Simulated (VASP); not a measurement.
# Run report: NaCl, band-structure calculation

NaCl (2 atoms in the cell), computed with DFT, PBE, plane waves, PAW (VASP 6.6.1).

The structure was built on a prototype by a generator. The geometry comes from this level: r2SCAN (a point of a series of strains). It belongs to a series of runs on one base structure; here: hydrostatic strain +3.0%.

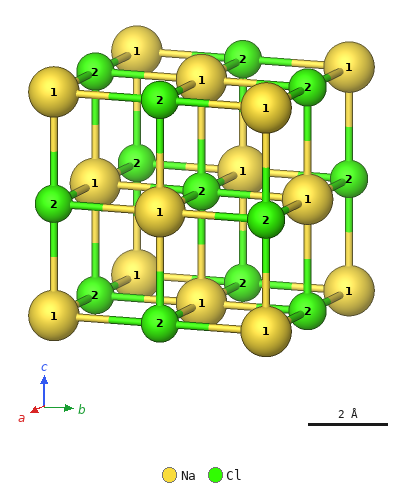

*The input geometry (ball-and-stick view of the cell 4 times as large as that of the calculation, set on its symmetry axes, seen slightly off an axis; atoms are numbered from 1 in the order of the input). An atom can appear more than once, as a periodic image.*

Near neighbours in the periodic cell (some may lie outside the picture): Na has 6 Cl at 2.89 Å; Cl has 6 Na at 2.89 Å.

### INCAR
```
ENCUT = 520.000000
SIGMA = 0.020000
EDIFF = 1.00e-07
GGA = PE
PREC = Accurate
IBRION = -1
ISIF = 2
ISMEAR = -1
NBANDS = 14
NELM = 120
NSW = 0
LASPH = .TRUE.
LCHARG = .TRUE.
LELF = .TRUE.
LWAVE = .FALSE.
LREAL = .FALSE.
```

### KPOINTS
```
KPOINTS created by Atomic Simulation Environment
0
Gamma
8 8 8
0 0 0
```

### KPOINTS_OPT
```
special points
6
Reciprocal
0.0000000000 0.0000000000 0.0000000000 1
0.5000000000 0.0000000000 0.5000000000 1
0.6250000000 0.2500000000 0.6250000000 1
0.3750000000 0.3750000000 0.7500000000 1
0.5000000000 0.5000000000 0.5000000000 1
0.5000000000 0.2500000000 0.7500000000 1
```

### POSCAR
```
Na Cl
 1.0000000000000000
     0.0000000000000000    2.8867797900999999    2.8867797900999999
     2.8867797900999999    0.0000000000000000    2.8867797900999999
     2.8867797900999999    2.8867797900999999    0.0000000000000000
 Na  Cl
   1   1
Cartesian
  0.0000000000000000  0.0000000000000000  0.0000000000000000
  2.8867797900999999  2.8867797900999999  2.8867797900999999
```

Run on 1 CPU thread, shared host.

Launch command:
```bash
mpirun -np 1 vasp_std
```

### OSZICAR
```
N       E                     dE             d eps       ncg     rms          rms(c)
DAV:   1     0.986159866852E+02    0.98616E+02   -0.70719E+03   812   0.990E+02
DAV:   2     0.216232130279E+01   -0.96454E+02   -0.88113E+02   870   0.258E+02
DAV:   3    -0.682944639051E+01   -0.89918E+01   -0.89260E+01  1040   0.736E+01
DAV:   4    -0.698344123665E+01   -0.15399E+00   -0.15390E+00   962   0.105E+01
DAV:   5    -0.698654046876E+01   -0.30992E-02   -0.30990E-02  1052   0.154E+00    0.214E+00
DAV:   6    -0.677850701069E+01    0.20803E+00   -0.35683E-01  1010   0.328E+00    0.158E+00
DAV:   7    -0.676638377818E+01    0.12123E-01   -0.83652E-02  1046   0.160E+00    0.108E+00
DAV:   8    -0.677261500829E+01   -0.62312E-02   -0.10840E-02   890   0.863E-01    0.289E-01
DAV:   9    -0.677251241425E+01    0.10259E-03   -0.22036E-04  1028   0.112E-01    0.172E-01
DAV:  10    -0.677266896918E+01   -0.15655E-03   -0.42413E-04   932   0.141E-01    0.783E-02
DAV:  11    -0.677265523555E+01    0.13734E-04   -0.21875E-05  1040   0.386E-02    0.220E-02
DAV:  12    -0.677265475938E+01    0.47617E-06   -0.36151E-06   980   0.150E-02    0.155E-03
DAV:  13    -0.677265549078E+01   -0.73140E-06   -0.44066E-07   956   0.451E-03    0.255E-03
DAV:  14    -0.677265533957E+01    0.15120E-06   -0.25473E-08   748   0.975E-04    0.217E-04
DAV:  15    -0.677265531802E+01    0.21551E-07   -0.24495E-09   550   0.411E-04
   1 F= -.67726553E+01 E0= -.67726553E+01  d E =-.153626E-12
       N       E                     dE             ncg
DAV:   1     0.596862291305E+02   -0.31280E+04      182
DAV:   2    -0.551159961102E+03   -0.61085E+03      198
DAV:   3    -0.599414869177E+03   -0.48255E+02      198
DAV:   4    -0.600182634024E+03   -0.76776E+00      222
DAV:   5    -0.600199853313E+03   -0.17219E-01      192
DAV:   6    -0.600200478502E+03   -0.62519E-03      222
DAV:   7    -0.600200506290E+03   -0.27789E-04      218
DAV:   8    -0.600200507585E+03   -0.12946E-05      224
DAV:   9    -0.600200507632E+03   -0.46672E-07      176
```

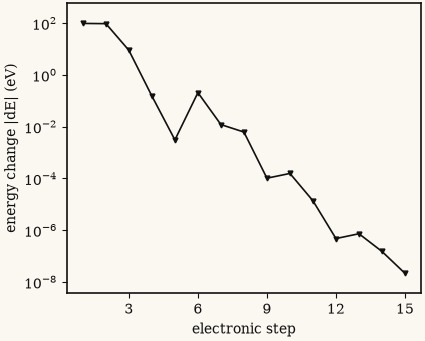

*Convergence of the self-consistent field: energy change |dE| against the electronic step.*

It takes 15 electronic steps. The density is held fixed in the first few steps, and dE rises again when its update begins.

### Parts of OUTCAR
```
k-points           NKPTS =     29   k-points in BZ     NKDIM =     29   number of bands    NBANDS=     14

   NELECT =      14.0000    total number of electrons

   dimension x,y,z NGX =    30 NGY =   30 NGZ =   30
   dimension x,y,z NGXF=    60 NGYF=   60 NGZF=   60

  energy-cutoff  :      520.00
  volume of cell :       48.11
      direct lattice vectors                 reciprocal lattice vectors
     0.000000000  2.886779790  2.886779790    -0.173203374  0.173203374  0.173203374
     2.886779790  0.000000000  2.886779790     0.173203374 -0.173203374  0.173203374
     2.886779790  2.886779790  0.000000000     0.173203374  0.173203374 -0.173203374

 k-points in reciprocal lattice and weights: KPOINTS created by Atomic Simulation Env
   0.00000000  0.00000000  0.00000000       0.002
   0.12500000  0.00000000  0.00000000       0.016
   0.25000000  0.00000000  0.00000000       0.016
   0.37500000  0.00000000  0.00000000       0.016
   0.50000000  0.00000000  0.00000000       0.008
   0.12500000  0.12500000  0.00000000       0.012
   0.25000000  0.12500000  0.00000000       0.047
   0.37500000  0.12500000  0.00000000       0.047
   0.50000000  0.12500000  0.00000000       0.047
  -0.37500000  0.12500000  0.00000000       0.047
  -0.25000000  0.12500000  0.00000000       0.047
  -0.12500000  0.12500000  0.00000000       0.023
   0.25000000  0.25000000  0.00000000       0.012
   0.37500000  0.25000000  0.00000000       0.047
   0.50000000  0.25000000  0.00000000       0.047
  -0.37500000  0.25000000  0.00000000       0.047
  -0.25000000  0.25000000  0.00000000       0.023
   0.37500000  0.37500000  0.00000000       0.012
   0.50000000  0.37500000  0.00000000       0.047
  -0.37500000  0.37500000  0.00000000       0.023
   0.50000000  0.50000000  0.00000000       0.006
   0.37500000  0.25000000  0.12500000       0.047
   0.50000000  0.25000000  0.12500000       0.094
  -0.37500000  0.25000000  0.12500000       0.047
   0.50000000  0.37500000  0.12500000       0.047
  -0.37500000  0.37500000  0.12500000       0.094
  -0.25000000  0.37500000  0.12500000       0.047
  -0.37500000  0.50000000  0.12500000       0.023
  -0.25000000  0.50000000  0.25000000       0.012

 E-fermi :  -0.6121

 k-point     1 :       0.0000    0.0000    0.0000
  band No.  band energies     occupation
      1     -22.0809      2.00000
      2     -22.0809      2.00000
      3     -22.0809      2.00000
      4     -13.6286      2.00000
      5      -1.1173      2.00000
      6      -1.1173      2.00000
      7      -1.1173      2.00000
      8       3.7319      0.00000
      9       9.9220      0.00000
     10       9.9220      0.00000
     11       9.9220      0.00000
     12      11.9942      0.00000
     13      11.9942      0.00000
     14      13.4857      0.00000

 k-point     2 :       0.1250    0.0000    0.0000
  band No.  band energies     occupation
      1     -22.0839      2.00000
      2     -22.0811      2.00000
      3     -22.0811      2.00000
      4     -13.5905      2.00000
      5      -1.4470      2.00000
      6      -1.1523      2.00000
      7      -1.1523      2.00000
      8       4.1990      0.00000
      9       9.3706      0.00000
     10      10.0952      0.00000
     11      10.0952      0.00000
     12      11.7041      0.00000
     13      11.7041      0.00000
     14      14.2923      0.00000

 k-point     3 :       0.2500    0.0000    0.0000
  band No.  band energies     occupation
      1     -22.0913      2.00000
      2     -22.0817      2.00000
      3     -22.0817      2.00000
      4     -13.4961      2.00000
      5      -2.0993      2.00000
      6      -1.2342      2.00000
      7      -1.2342      2.00000
      8       5.1627      0.00000
      9       8.7231      0.00000
     10      10.1297      0.00000
     11      10.1297      0.00000
     12      11.8999      0.00000
     13      11.8999      0.00000
     14      13.9442      0.00000

 k-point     4 :       0.3750    0.0000    0.0000
  band No.  band energies     occupation
      1     -22.0986      2.00000
      2     -22.0823      2.00000
      3     -22.0823      2.00000
      4     -13.3983      2.00000
      5      -2.6374      2.00000
      6      -1.3129      2.00000
      7      -1.3129      2.00000
      8       5.8585      0.00000
      9       8.7159      0.00000
     10       9.8190      0.00000
     11       9.8190      0.00000
     12      13.1928      0.00000
     13      13.1928      0.00000
     14      13.4789      0.00000

 k-point     5 :       0.5000    0.0000    0.0000
  band No.  band energies     occupation
      1     -22.1016      2.00000
      2     -22.0825      2.00000
      3     -22.0825      2.00000
      4     -13.3569      2.00000
      5      -2.8394      2.00000
      6      -1.3446      2.00000
      7      -1.3446      2.00000
      8       6.0268      0.00000
      9       8.9460      0.00000
     10       9.6775      0.00000
     11       9.6775      0.00000
     12      13.4078      0.00000
     13      14.7501      0.00000
     14      14.7501      0.00000

 [... the levels of 23 k-points are left out ...]

 k-point    29 :      -0.2500    0.5000    0.2500
  band No.  band energies     occupation
      1     -22.0912      2.00000
      2     -22.0912      2.00000
      3     -22.0882      2.00000
      4     -13.3013      2.00000
      5      -2.1703      2.00000
      6      -2.1703      2.00000
      7      -1.7833      2.00000
      8       7.4140      0.00000
      9       8.3942      0.00000
     10       8.3942      0.00000
     11       9.8838      0.00000
     12      14.0701      0.00000
     13      14.0701      0.00000
     14      14.6771      0.00000

  Total       -0.2729427     -0.2729427     -0.2729427     -0.0000000      0.0000000      0.0000000
  in kB       -9.0888940     -9.0888940     -9.0888940     -0.0000000      0.0000000      0.0000000
  external PRESSURE =      -9.0888940 kB  Pullay stress =       0.0000000 kB

 POSITION                                       TOTAL-FORCE (eV/Angst)
 -----------------------------------------------------------------------------------
      0.00000      0.00000      0.00000        -0.000000     -0.000000     -0.000000
      2.88678      2.88678      2.88678         0.000000      0.000000      0.000000
 -----------------------------------------------------------------------------------
    total drift:                                0.000000      0.000000      0.000000

  FREE ENERGIE OF THE ION-ELECTRON SYSTEM (eV)
  ---------------------------------------------------
  free  energy   TOTEN  =        -6.7726553180 eV

  energy  without entropy=       -6.7726553180  energy(sigma->0) =       -6.77265532
```

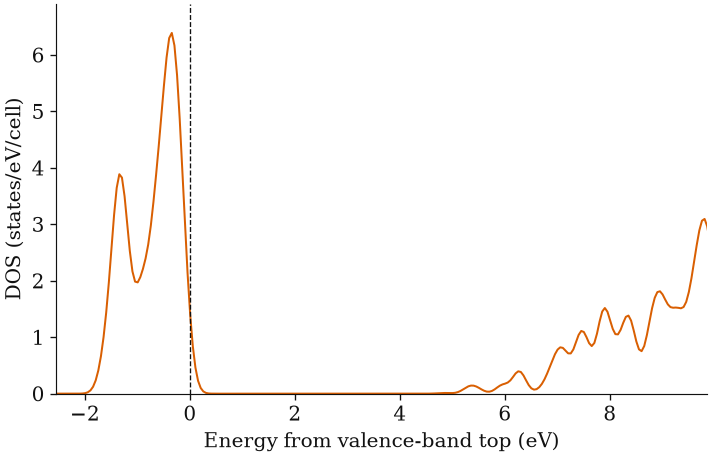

*Density of states (the curve is built from the levels of the k mesh with Gaussians 0.3 eV wide, which also blur the band edges), with energies from the valence-band top.*

There is a gap of 4.85 eV on the k-point mesh. Small ripples come from the finite k-point mesh.

### Summary

| quantity | value |
| --- | --- |
| outcome | converged |
| space group (tolerance 0.01 Å) | Fm-3m (225) |
| electrons treated | 14 |
| free energy | −6.7727 eV |
| Fermi energy | −0.612 eV |
| band gap | 4.85 eV |
| pressure | −0.91 GPa |
| largest force (length of the vector) | under 0.001 eV/Å |
| wall time | 17 s |
| peak memory | 0.18 GiB |
